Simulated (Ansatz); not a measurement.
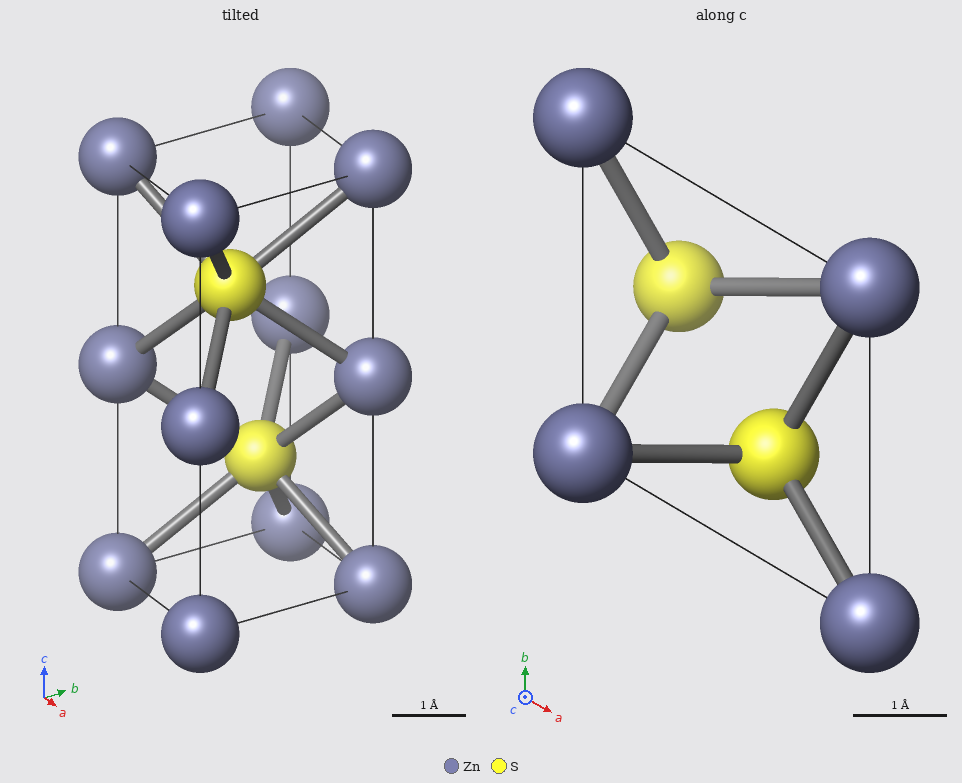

This ball-and-stick model is shown slightly off an axis and along the c axis. Thin lines show the unit cell, with boundary atoms drawn in all their periodic places.

ZnS, a = 3.590 Å, b = 3.613 Å, c = 5.880 Å, α = 90.00°, β = 90.00°, γ = 120.65°. Strictly the space group is P2_1/m (No. 11, within 0.01 Å). It is a distorted form of a primitive hexagonal structure, space group P6_3/mmc (No. 194) within 0.25 Å: nickel arsenide (NiAs) type. Its origin is a structure type filled with these elements by a generator (whether the compound takes this form wasn't checked). The cell was then strained or its atoms displaced on purpose. It went into a calculation with Ansatz.

This one geometry was computed with Ansatz (DFT, plane waves, PAW) at three levels of theory: PBE, HSE06 and r2SCAN. It was relaxed with r2SCAN and then strained.

Which level gives the highest pressure at this volume, and what does that say about its equilibrium volume?

Answer. Highest: PBE (2.3 GPa), which points to the largest equilibrium volume. Lowest, with the smallest volume: r2SCAN (0.0 GPa). Levels within 0.5 GPa of each other can't be told apart.

How does the band gap change with the level of theory?

Answer. PBE: a gap of 0.34 eV, indirect; r2SCAN: a gap of 0.78 eV, indirect; HSE06: a gap of 1.44 eV, indirect.

Collect the results in a table.

Answer.
| level | cutoff (eV) | k-mesh of the run's cell | gap (eV) | pressure (GPa) |
| --- | --- | --- | --- | --- |
| PBE | 420 | 12×12×4 | 0.34 | 2.3 |
| HSE06 | 420 | 6×6×4 | 1.44 | 0.9 |
| r2SCAN | 500 | 12×12×4 | 0.78 | 0.0 |

Gaps are taken on the k-mesh or band path of each run.
